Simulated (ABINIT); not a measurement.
# Pd: positron calculation (part 2 of 2)

Pd (Fm-3m, 1 atom in the cell); Kohn-Sham DFT of a periodic cell, PBE, JTH PAW PBE v2.0, no spin polarisation (ABINIT 10.8.3); cutoff 435.38 eV, 8×8×8 k-mesh, fermi-dirac of 0.136 eV. The structure derives from an entry of the Crystallography Open Database.

Geometry of the input (Å; fractional positions):
```
0.0000  1.9465  1.9465
1.9465  0.0000  1.9465
1.9465  1.9465  0.0000
Pd 0.0000  0.0000  0.0000
```

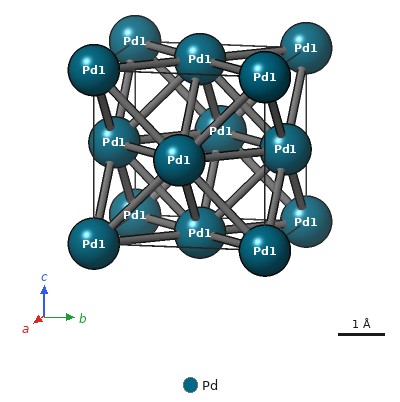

*The structure as given in the input (ball-and-stick view of the cell 4 times as large as that of the calculation, set on its symmetry axes, seen slightly off an axis; atoms are numbered from 1 in the order of the input).*

## The program's output, continued
```
 cartesian forces (hartree/bohr) at end:
    1     -0.00000000000000    -0.00000000000000    -0.00000000000000
 frms,max,avg= 0.0000000E+00 0.0000000E+00   0.000E+00  0.000E+00  0.000E+00 h/b

 cartesian forces (eV/Angstrom) at end:
    1     -0.00000000000000    -0.00000000000000    -0.00000000000000
 frms,max,avg= 0.0000000E+00 0.0000000E+00   0.000E+00  0.000E+00  0.000E+00 e/A
 length scales=  1.000000000000  1.000000000000  1.000000000000 bohr
              =  0.529177210544  0.529177210544  0.529177210544 angstroms
 Fermi (or HOMO) energy (hartree) =   0.43567   Average Vxc (hartree)=  -0.46177
 Eigenvalues (hartree) for nkpt=  29  k points:
 kpt#   1, nband= 13, wtk=  0.00195, kpt=  0.0000  0.0000  0.0000 (reduced coord)
  -2.65903   -1.39153   -1.39153   -1.39153    0.16706    0.32807    0.32807    0.32807
   0.38754    0.38754    1.05959    1.23569    1.23569
      occupation numbers for kpt#   1
   2.00000    2.00000    2.00000    2.00000    2.00000    2.00000    2.00000    2.00000
   1.99987    1.99987    0.00000    0.00000    0.00000
 prteigrs : prtvol=0 or 1, do not print more k-points.

--- !EnergyTerms
iteration_state     : {dtset: 1, }
comment             : Components of total free energy in Hartree
kinetic             :  1.33541094420241E+01
hartree             :  1.44629620328685E+01
xc                  : -4.30348108947284E+00
Ewald energy        : -1.00962017212567E+02
psp_core            :  8.23455459930051E+00
local_psp           : -4.97295361607520E+01
PAW spherical_terms : -9.87148140380650E+00
internal            : -1.28814889792405E+02
'-kT*entropy'       : -3.89480455595752E-03
total_energy        : -1.28818784596961E+02
total_energy_eV     : -3.50533770340574E+03
...

--- !EnergyTermsDC
iteration_state     : {dtset: 1, }
comment             : '"Double-counting" decomposition of free energy'
band_energy         : -1.03358800999288E+01
Ewald energy        : -1.00962017212567E+02
psp_core            :  8.23455459930051E+00
xc_dc               : -1.38059009307955E+01
PAW spherical_terms : -1.19456433242370E+01
internal            : -1.28814886968228E+02
'-kT*entropy'       : -3.89480455595752E-03
total_energy_dc     : -1.28818781772784E+02
total_energy_dc_eV  : -3.50533762655595E+03
...

--- !EnergyTermsWithPAWCore
iteration_state     : {dtset: 1, }
comment             : 'Components of total free energy, including PAW core contributions'
Total energy        : -5.04602634509640E+03
Total energy DC     : -5.04602634227222E+03
Total energy (eV)   : -1.37309371883814E+05
Total energy DC (eV): -1.37309371806964E+05
...

 Cartesian components of stress tensor (hartree/bohr^3)
  sigma(1 1)= -2.00138775E-04  sigma(3 2)=  0.00000000E+00
  sigma(2 2)= -2.00138775E-04  sigma(3 1)=  0.00000000E+00
  sigma(3 3)= -2.00138775E-04  sigma(2 1)=  0.00000000E+00

-Cartesian components of stress tensor (GPa)         [Pressure=  5.8883E+00 GPa]
- sigma(1 1)= -5.88828605E+00  sigma(3 2)=  0.00000000E+00
- sigma(2 2)= -5.88828605E+00  sigma(3 1)=  0.00000000E+00
- sigma(3 3)= -5.88828605E+00  sigma(2 1)=  0.00000000E+00

================================================================================
== DATASET  2 ==================================================================

--- !DatasetInfo
iteration_state: {dtset: 2, }
dimensions: {natom: 1, nkpt: 1, mband: 1, nsppol: 1, nspinor: 1, nspden: 1, mpw: 154, }
cutoff_energies: {ecut:  16.0, pawecutdg:  32.0, }
electrons: {nelect:   1.00000000E+00, charge:   0.00000000E+00, occopt:   2.00000000E+00, tsmear:   1.00000000E-02, }
meta: {optdriver: 0, ionmov: 0, optcell: 0, iscf: 17, paral_kgb: 0, }
...

 mkfilename : getden/=0, take file _DEN from output of DATASET   1.

 Exchange-correlation functional for the present dataset will be:
  GGA: Perdew-Burke-Ernzerhof functional - ixc=11
  J.P.Perdew, K.Burke, M.Ernzerhof, PRL 77, 3865 (1996)

 Real(R)+Recip(G) space primitive vectors, cartesian coordinates (Bohr,Bohr^-1):
 R(1)=  0.0000000  3.6783519  3.6783519  G(1)= -0.1359304  0.1359304  0.1359304
 R(2)=  3.6783519  0.0000000  3.6783519  G(2)=  0.1359304 -0.1359304  0.1359304
 R(3)=  3.6783519  3.6783519  0.0000000  G(3)=  0.1359304  0.1359304 -0.1359304
 Unit cell volume ucvol=  9.9538209E+01 bohr^3
 Angles (23,13,12)=  6.00000000E+01  6.00000000E+01  6.00000000E+01 degrees

 Coarse grid specifications (used for wave-functions):

 getcut: wavevector=  0.0000  0.0000  0.0000  ngfft=  20  20  20
         ecut(hartree)=     16.000   => boxcut(ratio)=   2.13519

 Fine grid specifications (used for densities):

 getcut: wavevector=  0.0000  0.0000  0.0000  ngfft=  30  30  30
         ecut(hartree)=     32.000   => boxcut(ratio)=   2.26723

 getcut : COMMENT -
  Note that boxcut > 2.2 ; recall that boxcut=Gcut(box)/Gcut(sphere) = 2
  is sufficient for exact treatment of convolution.
  Such a large boxcut is a waste : you could raise ecut
  e.g. ecut=   41.122523 Hartrees makes boxcut=2

--- Pseudopotential description ------------------------------------------------
- pspini: atom type   1  psp file is ./Pd.GGA_PBE-JTH.xml
 Pseudopotential format is: paw10
 basis_size (lnmax)=  6 (lmn_size= 18), orbitals=   0   0   1   1   2   2
 Spheres core radius: rc_sph= 2.51164926
 Shapefunction is SIN type: shapef(r)=[sin(pi*r/rshp)/(pi*r/rshp)]**2
 Radius for shape functions =  2.51164926
 Compensation charge density is not taken into account in XC energy/potential

--------------------------------------------------------------------------------

================================================================================

--- !BeginCycle
iteration_state: {dtset: 2, }
solver: {iscf: 17, nstep: 80, nline: 4, wfoptalg: 10, }
tolerances: {toldfe: 1.00E-09, }
...

     iter   Etot(hartree)      deltaE(h)  residm     nres2
 ETOT  1  -128.91368906159    -1.289E+02 2.619E+00 2.341E-01
 ETOT  2  -129.40675029949    -4.931E-01 8.189E-02 6.357E-01
 ETOT  3  -129.41385528715    -7.105E-03 4.434E-02 5.269E-01
 ETOT  4  -129.41452549992    -6.702E-04 1.189E-03 1.424E-01
 ETOT  5  -129.41476841166    -2.429E-04 9.755E-04 1.933E-02
 ETOT  6  -129.41482262390    -5.421E-05 4.979E-04 3.177E-02
 ETOT  7  -129.41482821284    -5.589E-06 4.778E-04 2.189E-03
 ETOT  8  -129.41484111853    -1.291E-05 2.474E-04 4.835E-04
 ETOT  9  -129.41484885768    -7.739E-06 2.078E-04 8.393E-06
 ETOT 10  -129.41485935409    -1.050E-05 8.404E-04 7.340E-06
 ETOT 11  -129.41486538020    -6.026E-06 5.133E-04 3.692E-06
 ETOT 12  -129.41486936446    -3.984E-06 2.514E-04 1.131E-06
 ETOT 13  -129.41487243521    -3.071E-06 2.288E-04 3.309E-07
 ETOT 14  -129.41487345480    -1.020E-06 1.116E-04 4.184E-08
 ETOT 15  -129.41487427917    -8.244E-07 9.770E-05 3.669E-06
 ETOT 16  -129.41487479443    -5.153E-07 4.646E-05 9.233E-07
 ETOT 17  -129.41487536170    -5.673E-07 4.102E-05 3.257E-06
 ETOT 18  -129.41487556651    -2.048E-07 1.997E-05 1.260E-06
 ETOT 19  -129.41487578830    -2.218E-07 1.726E-05 3.029E-06
 ETOT 20  -129.41487595144    -1.631E-07 8.320E-06 1.229E-06
 ETOT 21  -129.41487602520    -7.376E-08 7.387E-06 2.427E-06
 ETOT 22  -129.41487607392    -4.871E-08 3.493E-06 1.445E-06
 ETOT 23  -129.41487607733    -3.419E-09 3.157E-06 2.378E-06
 ETOT 24  -129.41487610916    -3.183E-08 1.444E-06 1.659E-06
 ETOT 25  -129.41487637684    -2.677E-07 1.221E-06 9.673E-07
 ETOT 26  -129.41487640893    -3.209E-08 6.912E-07 6.143E-07
 ETOT 27  -129.41487681250    -4.036E-07 4.828E-07 1.765E-08
 ETOT 28  -129.41487681120     1.291E-09 4.027E-07 1.937E-09
 ETOT 29  -129.41487686231    -5.111E-08 2.030E-07 7.458E-10
 ETOT 30  -129.41487686406    -1.745E-09 1.745E-07 1.405E-09
 ETOT 31  -129.41487686352     5.376E-10 8.635E-08 2.566E-10
 ETOT 32  -129.41487686375    -2.267E-10 7.340E-08 6.320E-10

 At SCF step   32, etot is converged :
  for the second time, diff in etot=  2.267E-10 < toldfe=  1.000E-09

--- !ResultsGS
iteration_state: {dtset: 2, }
comment   : Summary of ground state results
lattice_vectors:
- [  0.0000000,   3.6783519,   3.6783519, ]
- [  3.6783519,   0.0000000,   3.6783519, ]
- [  3.6783519,   3.6783519,   0.0000000, ]
lattice_lengths: [   5.20198,    5.20198,    5.20198, ]
lattice_angles: [ 60.000,  60.000,  60.000, ] # degrees, (23, 13, 12)
lattice_volume:   9.9538209E+01
convergence: {deltae: -2.267E-10, res2:  6.320E-10, residm:  7.340E-08, diffor:  0.000E+00, }
etotal    :  -1.29414877E+02
entropy   :   0.00000000E+00
fermie    :  -5.96393897E-01
cartesian_stress_tensor: null
pressure_GPa: null
xred      :
- [  0.0000E+00,   0.0000E+00,   0.0000E+00, Pd]
cartesian_forces: null
force_length_stats: {min: null, max: null, mean: null, }
...

 Integrated electronic density in atomic spheres:
 ------------------------------------------------
 Atom  Sphere_radius  Integrated_density
    1        2.51165          0.50828171

--------------------------------------------------------------------------------
 Results for electron-positron annihilation:

 # Zero-positron density limit of Arponen and Pajanne fitted by Sterne & Kaiser
   + GGA corrections
   Ref.: P.A. Sterne and J.H. Kaiser, Phys. Rev. B 43, 13892 (1991)
         B. Barbiellini, M.J. Puska, T. Torsti and R.M. Nieminen, Phys. Rev. B 51, 7341 (1995)
 # Enhancement factor of Sterne & Kaiser
   Ref.: P.A. Sterne and J.H. Kaiser, Phys. Rev. B 43, 13892 (1991)

 Positron lifetime                         (ps)   =  1.11582912E+02
 Positron lifetime with IPM for core elec. (ps)   =  1.12401164E+02
 Annihilation rate                         (ns-1) =  8.96194568E+00
 Annihilation rate with IPM for core elec. (ns-1) =  8.89670498E+00

 Annihilation rate core/valence decomposition:
   Core    contribution to ann.rate          (ns-1) =  2.16159746E-01
   Valence contribution to ann.rate          (ns-1) =  8.74578593E+00
   Core    contribution to ann.rate with IPM (ns-1) =  1.38590276E-01
   Valence contribution to ann.rate with IPM (ns-1) =  8.75811471E+00

 Annihilation rate PAW decomposition:
   Plane-wave contribution to ann.rate          (ns-1) =  1.10318138E+01
   Plane-wave valence contribution to ann.rate  (ns-1) =  1.01437467E+01
   On-site core contribution to ann.rate        (ns-1) = -6.71907350E-01
   On-site valence contribution to ann.rate     (ns-1) = -1.39796077E+00
   Plane-wave contribution to ann.rate with IPM (ns-1) =  1.07471516E+01
   Plane-wave core contrb. to ann.rate with IPM (ns-1) =  4.83010893E-01

      (*) IPM=Independent particle Model

================================================================================

 ----iterations are completed or convergence reached----

 Mean square residual over all n,k,spin=   73.399E-09; max=  73.399E-09
 reduced coordinates (array xred) for    1 atoms
       0.000000000000      0.000000000000      0.000000000000
 rms dE/dt=  0.0000E+00; max dE/dt=  0.0000E+00; dE/dt below (all hartree)
    1       0.000000000000      0.000000000000      0.000000000000

 cartesian coordinates (angstrom) at end:
    1      0.00000000000000     0.00000000000000     0.00000000000000
 length scales=  1.000000000000  1.000000000000  1.000000000000 bohr
              =  0.529177210544  0.529177210544  0.529177210544 angstroms
 Fermi (or HOMO) energy (hartree) =  -0.59639   Average Vxc (hartree)=  -0.34603
 Eigenvalues (hartree) for nkpt=   1  k points:
 kpt#   1, nband=  1, wtk=  1.00000, kpt=  0.0000  0.0000  0.0000 (reduced coord)
  -0.59639

--- !EnergyTerms
iteration_state     : {dtset: 2, }
comment             : Components of total free energy in Hartree
kinetic             :  6.01856362478966E-02
local_psp           : -8.50200478639510E-01
PAW spherical_terms : -4.06029283772415E-02
positronic          : -8.30617770768866E-01
electronic          : -1.28818781772784E+02
electron_positron_interaction:  2.34518095184567E-01
total_energy        : -1.29414881448368E+02
total_energy_eV     : -3.52155832506938E+03
...

--- !EnergyTermsDC
iteration_state     : {dtset: 2, }
comment             : '"Double-counting" decomposition of free energy'
band_energy         : -5.96393896818651E-01
PAW spherical_terms :  0.00000000000000E+00
electron_positron_dc: -2.34219289329856E-01
positronic          : -8.30613186148495E-01
electronic          : -1.28818781772784E+02
electron_positron_interaction:  2.34518095184567E-01
total_energy_dc     : -1.29414876863748E+02
total_energy_dc_eV  : -3.52155820031551E+03
...

== END DATASET(S) ==============================================================
================================================================================

 -outvars: echo values of variables after computation  --------
            acell      1.0000000000E+00  1.0000000000E+00  1.0000000000E+00 Bohr
           etotal1    -1.2881878177E+02
           etotal2    -1.2941487686E+02
            fcart1    -0.0000000000E+00 -0.0000000000E+00 -0.0000000000E+00
            fcart2     9.9999999999E+99  9.9999999999E+99  9.9999999999E+99
            rprim      0.0000000000E+00  3.6783519016E+00  3.6783519016E+00
                       3.6783519016E+00  0.0000000000E+00  3.6783519016E+00
                       3.6783519016E+00  3.6783519016E+00  0.0000000000E+00
           strten1    -2.0013877493E-04 -2.0013877493E-04 -2.0013877493E-04
                       0.0000000000E+00  0.0000000000E+00  0.0000000000E+00
           strten2     9.9999999999E+99  9.9999999999E+99  9.9999999999E+99
                       9.9999999999E+99  9.9999999999E+99  9.9999999999E+99
 Calculation completed.
```

## Summary

```json
{"quantity": "outcome", "value": "converged"}
{"quantity": "space group (tolerance 0.01 Å)", "value": "Fm-3m (225)"}
{"quantity": "electrons treated", "value": "18"}
{"quantity": "free energy", "value": "−3505.3376 eV"}
{"quantity": "positron lifetime (one of the program's estimates)", "value": "111.6 ps"}
{"quantity": "Fermi energy", "value": "11.855 eV"}
{"quantity": "gap on the k-point mesh", "value": "none (metallic)"}
{"quantity": "pressure", "value": "5.89 GPa"}
{"quantity": "largest force (length of the vector)", "value": "under 0.001 eV/Å"}
{"quantity": "wall time", "value": "8.9 s"}
{"quantity": "peak memory", "value": "0.08 GiB"}
```

## Remarks

Points of doubt noted for this run: cutoff too low for stress; PAW basis incomplete for positron. The cell is under a pressure of 5.9 GPa at this level, so it is not at its equilibrium volume.
